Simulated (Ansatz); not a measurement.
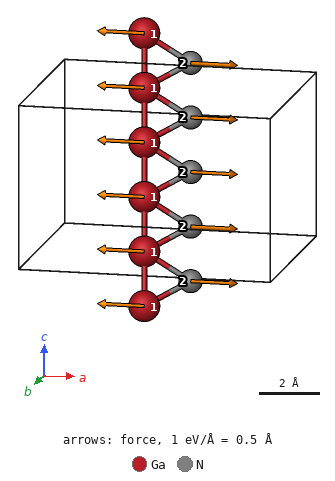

Starting geometry of a wire of composition GaN with the computed forces as orange arrows. A ball-and-stick model of the 3 repeat of the cell, with the vacuum cut short, seen from a free direction.

Case: strip chain of atoms.

The calculation used DFT PBE, scalar-relativistic, plane waves, PAW (Ansatz).

Input
```yaml
crystal:
  lattice:
    - [10.6, 0.0, 0.0]
    - [0.0, 9.3, 0.0]
    - [0.0, 0.0, 1.8789490877]
  atoms:
    - { symbol: Ga, position: [0.42474839, 0.5, 0.0], spin: 0.5 }
    - { symbol: "N", position: [0.57525161, 0.5, 0.5], spin: 0.5 }
basis:
  ecutwfc: 420
kpoints:
  mp_grid: { grid: [1, 1, 34] }
hamiltonian:
  xc: pbe
scf:
  occupations: { method: gaussian, width: 0.05 }
output:
  forces: true
  stress: true
  eigenvalues: true
  populations: true
  write_density: true
  write_potential: true
  elf: true
  volumetric_format: npy
magnetization:
  spin_polarized: true
relax:
  adjacent_minimum: "off"
  f_tol: 0.01
  max_steps: 45
  cell: { fix: [a, b, alpha, beta, gamma], stress_tol: 0.03 }
```

Run as
```bash
ansatz run input.yaml --threads 2 --pin off --max-ram 5120MiB --backend cpu --events-out ev --progress --plain --runs-dir out
```

Q: What follows when this structure is relaxed?

A: It isn't relaxed: the largest force vector, on N atoms, is 3.28 eV/Å. Measured relative to the changing cell, the final displacements run against the starting forces (cosine between the two patterns −1.00). Over 22 accepted moves (26 points after the start) the energy falls by 4.505 eV per cell of the calculation. Largest force component: 3.3 eV/Å at the start, 0.0013 eV/Å at the end. At 4 points the geometry stayed and the basis and grid were re-selected for the new cell (energy shift of 0.467 eV per cell of the calculation at most each time). The largest moves relative to the layer's centre, 0.57 Å, are those of Ga1 and N2. Largest moves by element: Ga 0.57 Å, N 0.57 Å. Along the periodic axis the drawn cell goes c 5.637 → 10.008 Å (+77.6 %). Among the contacts that change: N2–N2 1.879 → 3.336 Å, Ga1–Ga1 1.879 → 3.336 Å, Ga1–N2 1.851 → 1.729 Å. Bonds break: Ga1–Ga1 (1.88 → 3.34 Å). Among the angles between lasting bonds that change: N2–Ga1–N2 61.0° → 149.5°, Ga1–N2–Ga1 61.0° → 149.5°. The program noted that the starting moments weren't kept. The run may lie on a higher electronic state than the lowest, so the end point isn't shown to be the ground-state structure.
